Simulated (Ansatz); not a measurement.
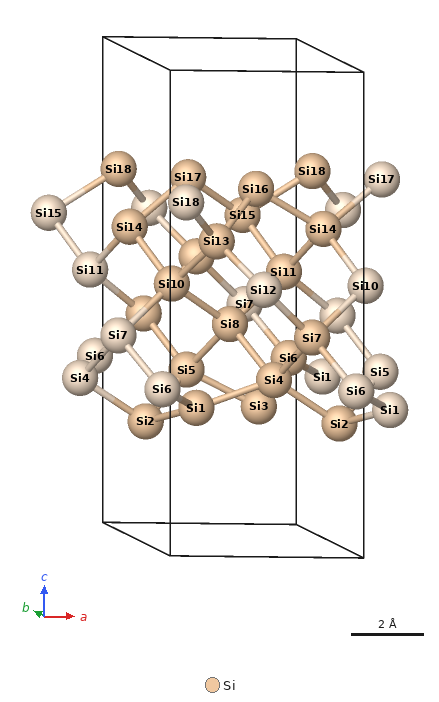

Figure 1. The input geometry (ball-and-stick view of the cell of the calculation, with the vacuum cut short, seen slightly off an axis; neighbours outside the cell are drawn fainter; atoms are numbered from 1 in the order of the input). An atom can appear more than once, as a periodic image. Near neighbours in the periodic cell (some may lie outside the picture): Si has 3 Si at 2.35 to 2.40 Å; Si has 2 Si at 2.32 to 2.40 Å; Si has 4 Si at 2.32 to 2.43 Å.

# Single-point calculation, with input and output: Si

System: Si (slab, 18 atoms in the cell).
Method: DFT PBE, scalar-relativistic, plane waves, PAW, no spin polarisation (Ansatz 0.2.0).

The structure derives from an entry of the Crystallography Open Database. It belongs to a series of runs on one base structure; here: the substrate alone at its places in the stack. Figures and captions count atoms from 1; the log counts them from 0 in places.

### Input file
```yaml
crystal:
  lattice:
    - [5.469762429, 0.0, 0.0]
    - [-2.7348812145, 8.2046436436, 0.0]
    - [0.0, 0.0, 28.9273227248]
  atoms:
    - { symbol: Si, position: [0.1953499855, 0.1714087737, 0.2986126413] }
    - { symbol: Si, position: [0.0037533507, 0.3718940082, 0.2784386577] }
    - { symbol: Si, position: [0.6921811654, 0.6723860203, 0.2846967999] }
    - { symbol: Si, position: [0.6266649739, 0.2603679113, 0.3237599533] }
    - { symbol: Si, position: [0.2904873987, 0.5902046336, 0.3225053491] }
    - { symbol: Si, position: [-0.0692632387, -0.0860849302, 0.3246140308] }
    - { symbol: Si, position: [0.7615311582, 0.0810469628, 0.3714313194] }
    - { symbol: Si, position: [0.4572966539, 0.4260680501, 0.37269966] }
    - { symbol: Si, position: [0.1275766012, 0.7573251534, 0.3714930193] }
    - { symbol: Si, position: [0.0974600375, 0.2535627159, 0.4171019205] }
    - { symbol: Si, position: [0.7936737651, 0.591524558, 0.4190825857] }
    - { symbol: Si, position: [0.4565115799, -0.0816809698, 0.4227591533] }
    - { symbol: Si, position: [0.2722904029, 0.0905306909, 0.4640825637] }
    - { symbol: Si, position: [-0.0625037097, 0.418888982, 0.4669247352] }
    - { symbol: Si, position: [0.6371979651, 0.7543633982, 0.4689253445] }
    - { symbol: Si, position: [0.546553972, 0.2942683565, 0.5092584376] }
    - { symbol: Si, position: [0.294182169, 0.5760482409, 0.5108490421] }
    - { symbol: Si, position: [0.0374325127, -0.1308643064, 0.5088275789] }
basis:
  ecutwfc: 420
kpoints:
  mp_grid: { grid: [7, 5, 1] }
hamiltonian:
  xc: pbe
scf:
  occupations: { method: gaussian, width: 0.1 }
output:
  forces: true
  stress: true
  eigenvalues: true
  write_density: true
  write_potential: true
  elf: true
  volumetric_format: npy
efield:
  axis: 3
  dipole_correction: true
  ramp_width: 0.04
```

Hardware: 8 threads of Intel Xeon @ 2.50GHz (Skylake/Cascade Lake), 189 GiB of memory available, shared host.

Launch command:
```bash
ansatz run input.yaml --threads 8 --pin off --max-ram 20480MiB --backend cpu --events-out ev --progress --plain --runs-dir out
```

### The program's output
```
Engine: ansatz 0.2.0, x86_64-unknown-linux-gnu
Pseudopotentials: kind: paw
Pseudopotential: Si, paw, valence charge 4, recommended cutoff 420 eV (normal), Si.paw.azcp
Functional definition: PBE
  parameter kappa = 0.804
  parameter beta = 0.06672455060314922
  exchange = pbe_x(kappa = kappa, mu = beta*pi^2/3)
  correlation = pbe_c(beta = beta)
Crystal: 18 atoms, lattice volume = 1298.185 Å³
Basis set: ecut = 420 eV, 25379 PW (Γ), exchange–correlation on 80×120×400 points (8 copies of the dense FFT grid, shifted against one another)
Bands: 54, of which v1, the nominal top of the filled ones, is band 36 counted from 1 (35 counted from 0)
Symmetry: 1 space group operations
Space group: P1 (ITA 1), of the structure as read, at distance tolerance 1.1e-4 Å
k-points: 18 of 35 (time reversal used)
Non-local potential: Si, projectors of the file, l = 0: 2, l = 1: 2, l = 2: 2
PAW form: soft (Blöchl's): semilocal exchange-correlation on the pseudo side does not see the compensation charge
PAW one-centre angular grid: Si, 110 points (default); XC on 64 Gauss nodes
Initial density: superposition of atomic densities (neutral atoms: chi_scale 0, normalization atom), corrected by the library's trained network
Initial wavefunctions: pseudopotential atomic-orbital guess
Functional: x = pbe(κ = 0.804, μ = 0.2195149727645171), c = pbe(β = 0.06672455060314922)
SCF iter   1: F=—  HF=-11434.933561 eV  |F-HF|=—  |Δ(HF+E_count)|=         —  Δρ=2.28e-3  dr2=2.37e-1  ethr=1.77e-3  p=-0.030 e·Å  D=-4.23e-3 V/Å  ΔV_dip=0.12 eV  dr2_dipole=3.78e-2  V_vac-E_F(+/−)=4.83/4.71 eV  ⟨swp⟩=10.7  Hψ=6163  notcnv=0  defer=12
efield: sawtooth ramp at fractional position 0.8746 (placed from the atoms, in the widest stretch of the axis that holds none; the zero of the levels goes with the place), width 0.0400; the density the first Hamiltonian is built on has a dipole p = -0.030 e·Å; the dipole correction subtracts the counter field D = -4.23e-3 V/Å, which shifts the + side's vacuum level by +0.12 eV against the − side's; the planar-averaged density in the ramp window peaks in size at 3.0e-7 e/Å³
preconditioner: auto → LDOS  [metal: Δε(μ)=0.020 eV  Ē_g=7.057 eV  σ=0.100 eV  W_gap=0.11  n_scr=118 (ndim 8)  ℏωp=8.7 eV  f_vac=0.632  D(μ)=7.71/eV (n_scr^D=22)  β→1.0]
SCF iter   2: F=—  HF=-11434.918529 eV  |F-HF|=—  |Δ(HF+E_count)|=   1.50e-2  Δρ=9.74e-4  dr2=4.44e-2  ethr=3.30e-4  p=-0.066 e·Å  D=-9.18e-3 V/Å  ΔV_dip=0.27 eV  dr2_dipole=4.96e-3  V_vac-E_F(+/−)=4.84/4.57 eV  ⟨swp⟩=2.2  Hψ=1704  notcnv=0  defer=55
SCF iter   3: F=—  HF=-11434.914162 eV  |F-HF|=—  |Δ(HF+E_count)|=   4.37e-3  Δρ=3.77e-4  dr2=5.73e-3  ethr=6.17e-5  p=-0.057 e·Å  D=-7.99e-3 V/Å  ΔV_dip=0.23 eV  dr2_dipole=1.28e-5  V_vac-E_F(+/−)=4.83/4.59 eV  ⟨swp⟩=2.2  Hψ=1329  notcnv=0  defer=55
SCF iter   4: F=—  HF=-11434.913383 eV  |F-HF|=—  |Δ(HF+E_count)|=   7.79e-4  Δρ=1.61e-4  dr2=1.47e-3  ethr=7.96e-6  p=-0.057 e·Å  D=-7.97e-3 V/Å  ΔV_dip=0.23 eV  dr2_dipole=7.73e-5  V_vac-E_F(+/−)=4.82/4.59 eV  ⟨swp⟩=2.1  Hψ=1416  notcnv=0  defer=55
SCF iter   5: F=—  HF=-11434.913329 eV  |F-HF|=—  |Δ(HF+E_count)|=   5.45e-5  Δρ=8.76e-5  dr2=4.91e-4  ethr=2.05e-6  p=-0.057 e·Å  D=-7.89e-3 V/Å  ΔV_dip=0.23 eV  dr2_dipole=6.19e-5  V_vac-E_F(+/−)=4.81/4.59 eV  ⟨swp⟩=2.3  Hψ=1414  notcnv=0  defer=55
SCF iter   6: F=—  HF=-11434.913304 eV  |F-HF|=—  |Δ(HF+E_count)|=   2.50e-5  Δρ=3.85e-5  dr2=1.00e-4  ethr=6.82e-7  p=-0.056 e·Å  D=-7.75e-3 V/Å  ΔV_dip=0.22 eV  dr2_dipole=1.34e-5  V_vac-E_F(+/−)=4.81/4.59 eV  ⟨swp⟩=2.4  Hψ=1192  notcnv=0  defer=55
SCF iter   7: F=—  HF=-11434.913298 eV  |F-HF|=—  |Δ(HF+E_count)|=   5.55e-6  Δρ=1.59e-5  dr2=1.36e-5  ethr=1.39e-7  p=-0.055 e·Å  D=-7.67e-3 V/Å  ΔV_dip=0.22 eV  dr2_dipole=8.41e-7  V_vac-E_F(+/−)=4.81/4.59 eV  ⟨swp⟩=2.4  Hψ=1196  notcnv=0  defer=55
SCF iter   8: F=—  HF=-11434.913114 eV  |F-HF|=—  |Δ(HF+E_count)|=   1.84e-4  Δρ=5.02e-6  dr2=1.01e-6  ethr=1.89e-8  p=-0.055 e·Å  D=-7.65e-3 V/Å  ΔV_dip=0.22 eV  dr2_dipole=1.94e-8  V_vac-E_F(+/−)=4.81/4.59 eV  ⟨swp⟩=2.6  Hψ=1563  notcnv=0  defer=43
SCF iter   9: F=-11434.913114 eV  HF=-11434.913114 eV  |F-HF|=1.24e-7  |Δ(HF+E_count)|=   4.07e-7  Δρ=1.74e-6  dr2=9.20e-8  ethr=1.39e-10  p=-0.055 e·Å  D=-7.65e-3 V/Å  ΔV_dip=0.22 eV  dr2_dipole=3.68e-11  V_vac-E_F(+/−)=4.81/4.59 eV  ⟨swp⟩=25.6  Hψ=10638  notcnv=0
SCF 1 converged in 9 iterations: F = -11434.913114 eV  dr2 = 9.20e-8
  greatest PAW one-centre occupation: 0.710 electrons in one spin orbital (limit 2), on the Si atom at site 2 (counted from 0), in its partial waves of l = 0
WARN: The output density's exchange-correlation potential varies sharply where the density is thin. Do not read a vacuum level from v_tot or v_xc, or from such a field of the output density. On a cell that repeats whose density bears no net charge and no dipole along the vacuum's axis use v_es (v_loc + v_h of the components); under efield.dipole_correction with no amplitude use v_es + v_field, which holds any external_charges[].barrier, or the levels of the report's work_function block, which leave it out; under a non-zero efield.amplitude the vacuum is tilted and has no level; on a cell that repeats and bears such a dipole with no correction it is tilted too, and efield.dipole_correction with no amplitude gives each side of its ramp a level where efield: is served; in a cell that repeats whose density bears a net charge (total_charge, or a fill off its count) it is curved and has none; of a slab under crystal.periodic whose density bears no net charge use v_es, which has a level on each side, short of where the two are joined; of another it falls or rises all the way out and has none; of a slab beside external_charges read slab_vacuum_level instead, which it has where they leave it neutral. The grid or the basis barely resolves most such structure, and the values can differ between equally converged runs; as a rule a tighter scf.convergence.dr2_threshold does not remove it. Where the density itself ripples (under the LDA too) a higher basis.ecutwfc lessens it. The files hold the spikes' plane waves up to the density's cutoff. Files: v_tot_of_output_density and the like, and their columns of v_z.tsv (output.write_potential); v_xc_of_output_density and the like, and their columns of v_comp_z.tsv (output.write_potential_components). Measured: with its Gaussian average of σ = 0.25 Å subtracted twice, the exchange-correlation potential is over 0.1 eV at 108 of the grid points where the equally averaged density (valence and model cores) is under 1e-3 e/Å³, and 0.258 eV at the most among them, at an averaged density of 9.3e-4 e/Å³. The input density's (outcome.potential() and, of a run that writes arrays, v_tot and v_xc) is over 0.1 eV, so measured, at 119 points of its own thin density, 0.259 eV at the most. See output.write_potential in the manual, Limitations
SCF converged after 9 iterations
Free energy (F): -11434.913114 eV
Harris-Foulkes:  -11434.913114 eV  (|F-HF|=1.24e-7)
Internal energy: -11434.872270 eV  (E = F + TS)
E sigma→0 (E₀):  -11434.892692 eV
Entropy (-TS):   -0.040844 eV (-2.269 meV/atom)
Fermi energy:    -1.632642 eV
Dipole field:    D = -0.007648 V/Å  (p = -0.054872 e·Å, saw-weighted, corrected)
Work function:   Φ+ = 4.8093 eV   Φ− = 4.5881 eV
Levels:          The Fermi level and band energies are counted from a zero that moves with the ramp; work functions are not
--- Per-component energies (eV) ---
  E_band       = -460.532081
  E_kinetic    = 700.510984
  E_local      = -26900.781076  (includes V_loc(G=0)·N_el)
  E_nonlocal   = 466.300052
  E_hartree    = 13068.530827
  E_xc         = -980.805077
  E_vxc        = -823.679970  (∫ρ·V_xc dr)
  E_paw        = -9225.185180  (= ΣΔE_a)
  E_vpaw       = -39.969387  (= ΣTr[D̂ρ^β])
  E_aug_tail   = 0.000118  (compensation charges beyond the density's cutoff)
  E_efield     = 0.000210  (sawtooth field / dipole correction)
  E_vefield    = 0.029159  (∫n·V_field dr)
  E_ewald      = 11436.556872
  E_smearing   = -0.040844  (= −TS)
  E_closure    = -0.000000  (closes the sum)
  Σ components = -11434.913114   (vs F -11434.913114, Δ=0.00e0)
--- Forces (eV/Å), atoms counted from 1 ---
  atom   1  Si     0.00366067    -0.04242033     0.01758006
  atom   2  Si    -0.01523927     0.02787236     0.11978014
  atom   3  Si     0.04094188    -0.01231055     0.02759456
  atom   4  Si     0.01734183     0.04582358    -0.00489783
  atom   5  Si    -0.04027569    -0.00699446    -0.03274108
  atom   6  Si    -0.03368556    -0.07712884     0.00028561
  atom   7  Si    -0.02027432     0.01206717    -0.07612168
  atom   8  Si    -0.04267003    -0.00236568    -0.00658820
  atom   9  Si     0.05768901     0.05613282    -0.04915646
  atom  10  Si     0.07091798     0.16403893     0.02442463
  atom  11  Si    -0.01083574     0.01517657    -0.00825609
  atom  12  Si    -0.12631669    -0.23015601    -0.05558437
  atom  13  Si    -0.00192933    -0.06959727    -0.04930226
  atom  14  Si     0.14870234    -0.29924707     0.00596519
  atom  15  Si    -0.06878031     0.28352248     0.00595655
  atom  16  Si    -0.16581621     1.15471007     0.02684966
  atom  17  Si     0.18955985    -0.26226062     0.17762734
  atom  18  Si    -0.00300688    -0.75686034    -0.12348394
  max |Σ_I F_I| component: 6.82e-5 eV/Å
--- Stress (GPa, compression-positive) ---
       -0.707122       0.279867       0.024943
        0.279867      -0.659258       0.039083
        0.024943       0.039083      -0.025221
  P = ⅓ Tr σ = -0.4639 GPa (-4.639 kbar)
--- Band table (eV; the first three rows and the last of 18) ---
  k-point 0: bands = ["-13.3126", "-12.3089", "-11.4851", "-11.3687", "-10.6772", "-10.5337", "-10.2161", "-9.3641", "-9.3349", "-8.6634", "-8.4146", "-8.1087", "-7.7488", "-7.4878", "-7.0047", "-6.4923", "-5.8829", "-5.5669", "-5.4337", "-5.3425", "-5.2412", "-4.5378", "-4.3708", "-4.2642", "-4.0578", "-4.0200", "-3.8540", "-3.6564", "-3.3365", "-3.1192", "-2.9545", "-2.8874", "-2.6783", "-2.2849", "-2.1498", "-1.9045", "-1.7375", "-1.5942", "-1.4512", "-1.1630", "-0.7057", "-0.0824", "-0.0452", "0.1860", "0.4434", "0.5737", "0.7597", "0.9965", "1.3165", "1.4006", "1.6807", "1.8924", "2.1310", "2.1873"]
  k-point 1: bands = ["-13.2409", "-12.3076", "-11.9862", "-11.1567", "-10.6739", "-10.2458", "-9.9568", "-9.5687", "-9.2294", "-8.7053", "-8.4146", "-8.0776", "-7.8935", "-7.7592", "-7.0388", "-6.2309", "-5.8857", "-5.5113", "-5.4199", "-5.2879", "-5.1420", "-4.6725", "-4.5260", "-4.3107", "-4.1498", "-4.0996", "-3.9940", "-3.5882", "-3.4592", "-3.2570", "-3.0315", "-2.7333", "-2.6322", "-2.2405", "-2.1373", "-1.9014", "-1.7117", "-1.5701", "-1.3451", "-0.9877", "-0.3659", "-0.0376", "0.1090", "0.3826", "0.5020", "0.6119", "0.8328", "1.1478", "1.3499", "1.4695", "1.5955", "1.7533", "2.0484", "2.2347"]
  k-point 2: bands = ["-13.0403", "-12.6181", "-11.9756", "-11.5767", "-10.1498", "-9.8654", "-9.7632", "-9.4939", "-9.2469", "-9.0208", "-8.4261", "-8.2854", "-8.1024", "-7.9124", "-6.8405", "-6.3066", "-5.7695", "-5.3736", "-5.2658", "-5.1345", "-5.0076", "-4.7567", "-4.7308", "-4.5921", "-4.4959", "-4.3238", "-3.9280", "-3.5952", "-3.4617", "-3.3387", "-3.1540", "-2.8046", "-2.6191", "-2.3229", "-2.0638", "-1.9299", "-1.5869", "-1.3233", "-1.1172", "-0.7252", "-0.0918", "0.2871", "0.4457", "0.6020", "0.7042", "0.8634", "1.0854", "1.2800", "1.4280", "1.4949", "1.6732", "1.8123", "1.9859", "2.0703"]
  k-point 17: bands = ["-12.5619", "-11.7959", "-11.6018", "-11.3563", "-11.1236", "-10.8030", "-10.7410", "-10.1368", "-9.6262", "-9.2577", "-8.4452", "-8.0028", "-7.6798", "-7.2829", "-7.0592", "-6.7699", "-6.0597", "-5.5033", "-5.2808", "-5.1705", "-4.8341", "-4.5684", "-4.4412", "-4.1488", "-3.9378", "-3.7847", "-3.7078", "-3.5698", "-3.4801", "-3.0587", "-3.0049", "-2.7743", "-2.5417", "-2.4190", "-2.0033", "-1.5479", "-1.3905", "-1.0133", "-0.9052", "-0.5269", "0.1779", "0.5802", "0.7482", "0.9933", "1.1595", "1.2705", "1.4369", "1.5382", "1.5843", "1.7251", "1.9239", "2.0493", "2.1151", "2.1949"]
```

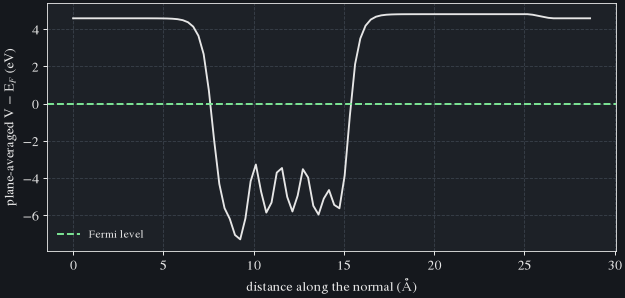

Figure 2. Plane average of the electrostatic potential energy of an electron across the cell, from the Fermi level. The vacuum level lies 4.81 eV above the Fermi level on the upper side and 4.59 eV on the lower.

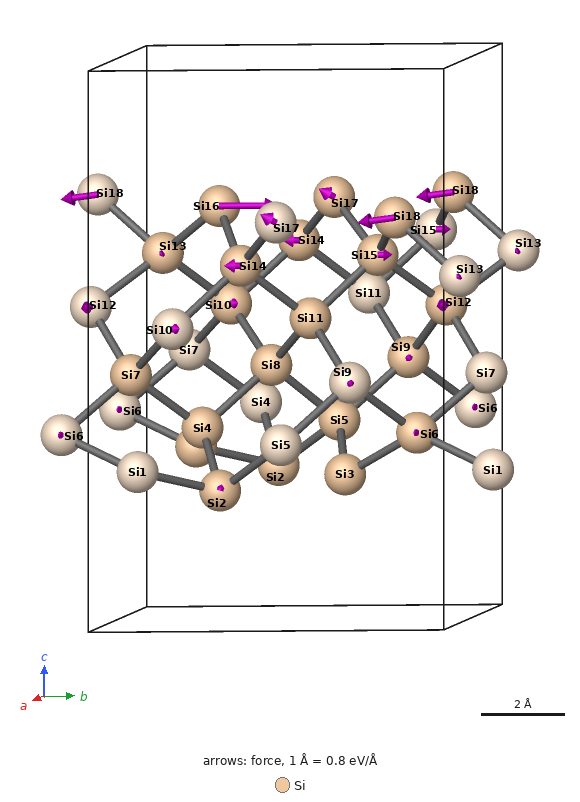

Figure 3. Forces on the atoms as pink arrows (ball-and-stick view of the cell of the calculation, with the vacuum cut short, seen slightly off an axis; neighbours outside the cell are drawn fainter; atoms are numbered from 1 in the order of the input); the smallest are left out. The largest act on Si16 (1.17 eV/Å); Si18 (0.77 eV/Å); Si17 (0.37 eV/Å). The geometry is not a stationary point of this energy.

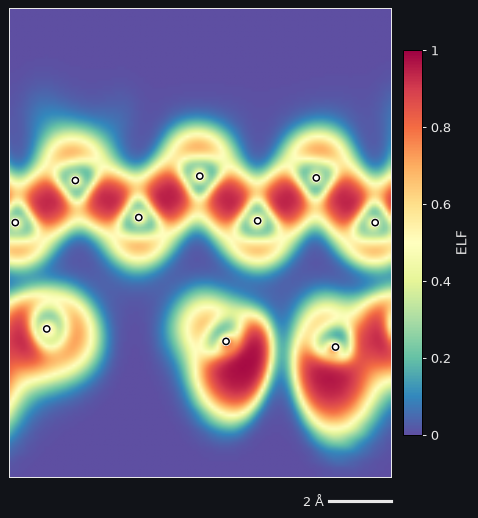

Figure 4. Electron localisation function on the (110) plane of the calculation cell, a cut from vacuum to vacuum. Circles mark the nuclei in the plane (Si). The section cuts through Si sites. Si–Si (2.35 Å): the ELF peaks at about 0.95 between the atoms (localised, shared-pair bonding). Si–Si (2.38 Å): the ELF peaks at about 0.95 between the atoms, which marks a covalent bond. In a PAW calculation such maps are meaningful between the atoms, not at the nuclei.

### Results in brief

- outcome: converged
- electrons treated: 72
- free energy: −11434.9131 eV
- work function, top face: 4.81 eV
- work function, bottom face: 4.59 eV
- Fermi energy: −1.633 eV
- gap on the k-point mesh: none (metallic)
- work function (upper face): 4.81 eV
- largest force (length of the vector): 1.167 eV/Å
- wall time: 48 s (CPU time 5.8 min)
- peak memory: 3.2 GiB

The program warns: the exchange-correlation potential is rough where the density is thin.
